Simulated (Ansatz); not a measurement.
**AlN: a changed input and its effect**

System: AlN (F-43m, 2 atoms in the cell).
Method of run 1: DFT, r2SCAN, PAW with Ansatz's default frozen-core files, scalar-relativistic, no spin polarisation (Ansatz 0.2.0).

The structure was built on a prototype by a generator; it need not be a known phase. Text and figures count atoms from 1; the logs count them from 0 in places.

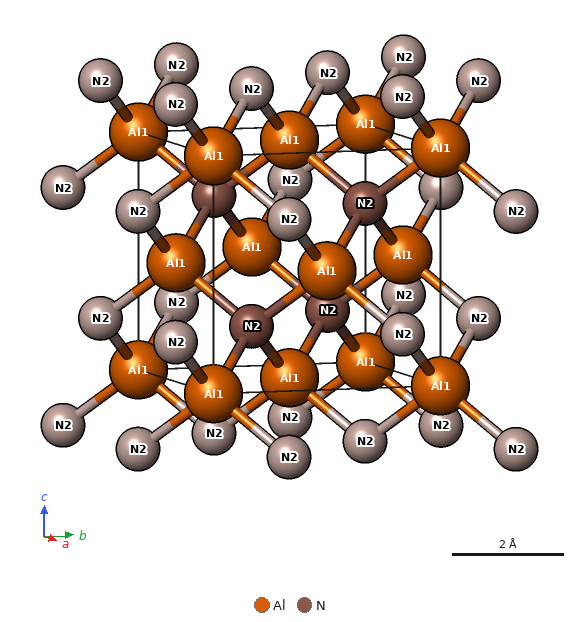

Fig. 1: The input geometry (ball-and-stick view of the cell 4 times as large as that of the calculation, set on its symmetry axes, seen slightly off an axis; neighbours outside the cell are drawn fainter; atoms are numbered from 1 in the order of the input). An atom can appear more than once, as a periodic image. Near neighbours in the periodic cell (some may lie outside the picture): Al has 4 N at 1.87 Å; N has 4 Al at 1.87 Å.

## The input, run 1
```yaml
crystal:
  lattice:
    - [0.0, 2.15443469, 2.15443469]
    - [2.15443469, 0.0, 2.15443469]
    - [2.15443469, 2.15443469, 0.0]
  atoms:
    - { symbol: Al, position: [0.0, 0.0, 0.0] }
    - { symbol: "N", position: [0.25, 0.25, 0.25] }
kpoints:
  mp_grid: { grid: [15, 15, 15] }
scf:
  occupations: { method: fermi_dirac, width: 0.08 }
hamiltonian:
  xc: r2scan
  pseudopotentials: { kind: paw }
output:
  forces: true
  stress: true
  write_density: true
  write_potential: true
  elf: true
  volumetric_format: npy
relax:
  f_tol: 0.005
  max_steps: 40
  cell: {}
```

Launched with:
```bash
ansatz run input.yaml --threads 1 --pin off --max-ram 2048MiB --backend cpu --events-out ev --progress --plain --runs-dir out
```

Hardware: 1 thread of Arm Neoverse V1, 24 GiB of memory available, shared host.

## Output, shortened to warnings, some set-up lines, iterations and results (run 1)
```
Basis set: ecut = 500 eV, 531 PW (Γ), exchange–correlation on 96×96×96 points (64 copies of the dense FFT grid, shifted against one another)
Symmetry: 24 space group operations
k-points: 120 of 3375 (time reversal used)
Initial density: superposition of atomic densities (neutral atoms: chi_scale 0, normalization atom), corrected by the library's trained network
[...]
SCF iter   1: F=—  HF=-928.337252 eV  |F-HF|=—  |Δ(HF+E_count)|=         —  Δρ=6.96e-3  dr2=1.02e-2  dr2_τ=1.74e-1  ethr=1.77e-3  ⟨swp⟩=4.8  Hψ=7133  notcnv=0
SCF iter   2: F=—  HF=-928.412470 eV  |F-HF|=—  |Δ(HF+E_count)|=   7.52e-2  Δρ=4.61e-3  dr2=1.89e-3  dr2_τ=1.80e-4  ethr=1.28e-4  ⟨swp⟩=2.1  Hψ=2887  notcnv=0
SCF iter   3: F=—  HF=-928.412293 eV  |F-HF|=—  |Δ(HF+E_count)|=   1.77e-4  Δρ=9.55e-4  dr2=1.10e-4  dr2_τ=3.11e-5  ethr=2.36e-5  ⟨swp⟩=1.0  Hψ=960  notcnv=0
SCF iter   4: F=—  HF=-928.412279 eV  |F-HF|=—  |Δ(HF+E_count)|=   1.39e-5  Δρ=1.72e-4  dr2=6.08e-6  dr2_τ=3.71e-7  ethr=1.37e-6  ⟨swp⟩=2.1  Hψ=1442  notcnv=0
SCF iter   5: F=—  HF=-928.412276 eV  |F-HF|=—  |Δ(HF+E_count)|=   2.59e-6  Δρ=5.94e-5  dr2=8.27e-7  dr2_τ=5.40e-8  ethr=7.60e-8  ⟨swp⟩=2.2  Hψ=1381  notcnv=0
[... 25 lines ...]
SCF iter   3: F=—  HF=-928.437203 eV  |F-HF|=—  |Δ(HF+E_count)|=   9.89e-7  Δρ=1.05e-5  dr2=2.03e-8  dr2_τ=3.29e-9  ethr=6.35e-10  ⟨swp⟩=2.0  Hψ=1432  notcnv=0
SCF iter   4: F=—  HF=-928.437203 eV  |F-HF|=—  |Δ(HF+E_count)|=   8.81e-9  Δρ=1.06e-6  dr2=7.22e-11  dr2_τ=1.38e-11  ethr=2.54e-10  ⟨swp⟩=2.5  Hψ=1402  notcnv=0
SCF iter   5: F=-928.437203 eV  HF=-928.437203 eV  |F-HF|=8.41e-12  |Δ(HF+E_count)|=  4.01e-10  Δρ=8.24e-8  dr2=6.60e-13  dr2_τ=3.28e-13  ethr=1.00e-12  ⟨swp⟩=5.0  Hψ=3375  …
SCF 5 converged in 5 iterations: F = -928.437203 eV  dr2 = 6.60e-13
relax step   5: F+E_penalty+E_count = -928.43720304 eV  Δ(F+E_penalty+E_count) = -2.092e-4 eV  max|allowed force component| = 1.249e-16 eV/Å  Δτ_max = 0.0000 Å  P = +0.004 …
basis re-selected at this cell: Δ(F+E_penalty+E_count) = -2.092e-4 eV, ΔP = -0.006 GPa vs the last step (what re-selecting the basis moved, of the pressure what is left beyond the Pulay correction that the steps carried, after the strain that the cell walked since its last selection, with what the …
SCF converged after 5 iterations
Free energy (F): -928.437203 eV
Harris-Foulkes:  -928.437203 eV  (|F-HF|=8.41e-12)
Internal energy: -928.437203 eV  (E = F + TS)
E sigma→0 (E₀):  -928.437203 eV
Fermi energy:    8.790767 eV
--- Per-component energies (eV) ---
  E_band       = 11.406214
  E_kinetic    = 160.459272
  E_local      = -223.558425  (includes V_loc(G=0)·N_el)
  E_nonlocal   = 54.311411
  E_hartree    = 78.216274
  E_xc         = -98.826200
  E_vxc        = -119.110509  (∫ρ·V_xc dr)
  E_paw        = -602.466801  (= ΣΔE_a)
  E_vpaw       = -23.520715  (= ΣTr[D̂ρ^β])
  E_aug_tail   = 0.000016  (compensation charges beyond the density's cutoff)
  E_vtau       = 6.392607  (kinetic-family band-sum trace: ∫τ·v_τ [+ j·A + Jᵃ·Aᵃ] dr)
  E_ewald      = -296.483077
  E_core_change = -0.089673  (= ΣΔE_core)
  E_smearing   = -0.000000  (= −TS)
  E_closure    = 0.000000  (closes the sum)
  Σ components = -928.437203   (vs F -928.437203, Δ=0.00e0)
--- Forces (eV/Å), atoms counted from 1 ---
  atom   1  Al     0.00000000    -0.00000000    -0.00000000
  atom   2  N      0.00000000     0.00000000     0.00000000
  max |Σ_I F_I| component: 1.20e-16 eV/Å
--- Stress (GPa, compression-positive) ---
        0.003798       0.000000      -0.000000
        0.000000       0.003798       0.000000
        0.000000       0.000000       0.003798
  P = ⅓ Tr σ = 0.0038 GPa (0.038 kbar)
--- Relaxed structure (4 steps of the walk, 4 accepted, 1 SCFs on fresh bases) ---
  F+E_penalty+E_count = -928.43720304 eV   max|allowed force component| = 1.249e-16 eV/Å   (the final SCF, on the basis selected at the relaxed cell)
  cell:  # Å, volume = 20.8600 Å³
    - [2.8024546180925747e-34, 2.184881040489136, 2.184881040489136]
    - [2.184881040489136, 1.4187426504093659e-33, 2.184881040489136]
    - [2.184881040489136, 2.184881040489136, 5.09537203289559e-34]
  atoms:
    - { symbol: Al, position: [-3.6129973652462302e-34, 1.1174218655400751e-35, 5.251882768038334e-34] }
    - { symbol: N, position: [0.25, 0.25, 0.25] }
```

The input of run 2 differs as follows (lines with − go, lines with + come):
```diff
+  mixing: { algorithm: broyden, beta: 0.05, ndim: 2 }
+  dispersion: d3bjatm
-  write_density: true
-  write_potential: true
-  elf: true
-  volumetric_format: npy
```

What does this change do to the results?

The total energies belong to different models, so their difference says nothing on which is more stable or more accurate. The volume per atom goes from 10.43 to 10.36 Å³. The SCF takes 48 iterations over all geometry steps against 25.

## Output, shortened to warnings, some set-up lines, iterations and results (run 2)
```
Basis set: ecut = 500 eV, 531 PW (Γ), exchange–correlation on 96×96×96 points (64 copies of the dense FFT grid, shifted against one another)
Symmetry: 24 space group operations
k-points: 120 of 3375 (time reversal used)
Initial density: superposition of atomic densities (neutral atoms: chi_scale 0, normalization atom), corrected by the library's trained network
[...]
SCF iter   1: F=—  HF=-928.563704 eV  |F-HF|=—  |Δ(HF+E_count)|=         —  Δρ=6.96e-3  dr2=1.02e-2  dr2_τ=1.74e-1  ethr=1.77e-3  ⟨swp⟩=4.8  Hψ=7133  notcnv=0
SCF iter   2: F=—  HF=-928.642595 eV  |F-HF|=—  |Δ(HF+E_count)|=   7.89e-2  Δρ=8.26e-3  dr2=1.42e-2  dr2_τ=2.31e-4  ethr=1.28e-4  ⟨swp⟩=2.0  Hψ=2884  notcnv=0  κ⁻¹=1.0e0(r=1)
SCF iter   3: F=—  HF=-928.643913 eV  |F-HF|=—  |Δ(HF+E_count)|=   1.32e-3  Δρ=9.64e-3  dr2=2.03e-2  dr2_τ=4.80e-4  ethr=1.28e-4  ⟨swp⟩=1.0  Hψ=960  notcnv=0  κ⁻¹=3.9e-3(r=2)
SCF iter   4: F=—  HF=-928.639101 eV  |F-HF|=—  |Δ(HF+E_count)|=   4.81e-3  Δρ=4.19e-3  dr2=1.36e-3  dr2_τ=7.46e-5  ethr=1.28e-4  ⟨swp⟩=2.3  Hψ=1858  notcnv=0  κ⁻¹=3.0e-3(r=2)
SCF iter   5: F=—  HF=-928.639036 eV  |F-HF|=—  |Δ(HF+E_count)|=   6.50e-5  Δρ=3.90e-3  dr2=1.14e-3  dr2_τ=6.75e-5  ethr=1.70e-5  ⟨swp⟩=1.0  Hψ=960  notcnv=0  κ⁻¹=5.3e-4(r=2)
[... 48 lines ...]
SCF iter   8: F=—  HF=-928.656327 eV  |F-HF|=—  |Δ(HF+E_count)|=  6.61e-10  Δρ=1.09e-6  dr2=4.71e-11  dr2_τ=2.70e-11  ethr=2.12e-12  ⟨swp⟩=2.2  Hψ=1307  notcnv=0  …
SCF iter   9: F=—  HF=-928.656327 eV  |F-HF|=—  |Δ(HF+E_count)|=  8.50e-11  Δρ=1.06e-6  dr2=3.14e-11  dr2_τ=3.62e-11  ethr=1.00e-12  ⟨swp⟩=4.4  Hψ=2932  notcnv=0  …
SCF iter  10: F=-928.656327 eV  HF=-928.656327 eV  |F-HF|=3.62e-11  |Δ(HF+E_count)|=  2.99e-10  Δρ=4.08e-7  dr2=7.31e-12  dr2_τ=4.06e-12  ethr=1.00e-12  ⟨swp⟩=4.0  Hψ=3673  …
SCF 5 converged in 10 iterations: F = -928.656327 eV  dr2 = 7.31e-12
relax step   5: F+E_penalty+E_count = -928.65632663 eV  Δ(F+E_penalty+E_count) = -1.762e-4 eV  max|allowed force component| = 1.469e-16 eV/Å  Δτ_max = 0.0000 Å  P = +0.001 …
basis re-selected at this cell: Δ(F+E_penalty+E_count) = -1.762e-4 eV, ΔP = -0.005 GPa vs the last step (what re-selecting the basis moved, of the pressure what is left beyond the Pulay correction that the steps carried, after the strain that the cell walked since its last selection, with what the …
SCF converged after 10 iterations
Stability not checked: this state was not tested for a lower state beside it, because the mixer in use, unlike msr1, does not test its closes by its own steps (another_mixer; see scf.mixing.algorithm and scf.lower_state_search)
Free energy (F): -928.656327 eV
Harris-Foulkes:  -928.656327 eV  (|F-HF|=3.62e-11)
Internal energy: -928.656327 eV  (E = F + TS)
E sigma→0 (E₀):  -928.656327 eV
Fermi energy:    8.864318 eV
--- Per-component energies (eV) ---
  E_band       = 11.869357
  E_kinetic    = 160.768662
  E_local      = -222.945902  (includes V_loc(G=0)·N_el)
  E_nonlocal   = 54.380767
  E_hartree    = 78.039292
  E_xc         = -98.919073
  E_vxc        = -119.232170  (∫ρ·V_xc dr)
  E_paw        = -602.516210  (= ΣΔE_a)
  E_vpaw       = -23.574994  (= ΣTr[D̂ρ^β])
  E_aug_tail   = 0.000015  (compensation charges beyond the density's cutoff)
  E_vtau       = 6.394420  (kinetic-family band-sum trace: ∫τ·v_τ [+ j·A + Jᵃ·Aᵃ] dr)
  E_ewald      = -297.154444
  E_disp       = -0.219761  (pairwise vdW)
  E_core_change = -0.089673  (= ΣΔE_core)
  E_smearing   = -0.000000  (= −TS)
  E_closure    = -0.000000  (closes the sum)
  Σ components = -928.656327   (vs F -928.656327, Δ=0.00e0)
--- Forces (eV/Å), atoms counted from 1 ---
  atom   1  Al     0.00000000    -0.00000000    -0.00000000
  atom   2  N     -0.00000000     0.00000000     0.00000000
  max |Σ_I F_I| component: 9.48e-17 eV/Å
--- Stress (GPa, compression-positive) ---
        0.001104      -0.000000      -0.000000
       -0.000000       0.001104       0.000000
       -0.000000       0.000000       0.001104
  P = ⅓ Tr σ = 0.0011 GPa (0.011 kbar)
--- Relaxed structure (4 steps of the walk, 4 accepted, 1 SCFs on fresh bases) ---
  F+E_penalty+E_count = -928.65632663 eV   max|allowed force component| = 1.469e-16 eV/Å   (the final SCF, on the basis selected at the relaxed cell)
  cell:  # Å, volume = 20.7189 Å³
    - [1.4139657391285263e-33, 2.1799446927466297, 2.1799446927466297]
[...]
```

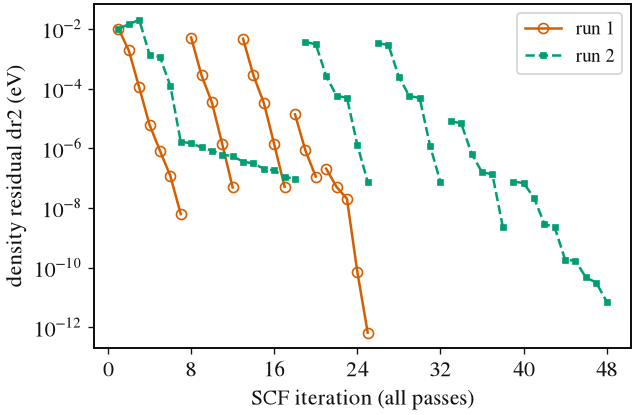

Fig. 2: Convergence of the two runs: density residual dr2 against the SCF iteration. A break in a curve parts two SCF passes. Run 1 takes 25 iterations in all, and run 2 takes 48.

## The two runs side by side

```csv
quantity,run 1,run 2
outcome,converged,converged
free energy per atom (eV),−464.2186,−464.3282
gap on the mesh (eV),4.01,–
pressure (GPa),0.00,0.00
volume per atom (Å³),10.43,10.36
largest force (eV/Å),0.000,0.000
SCF iterations,25,48
irreducible k-points,120,120
wall time (shared host),22 s,28 s
```
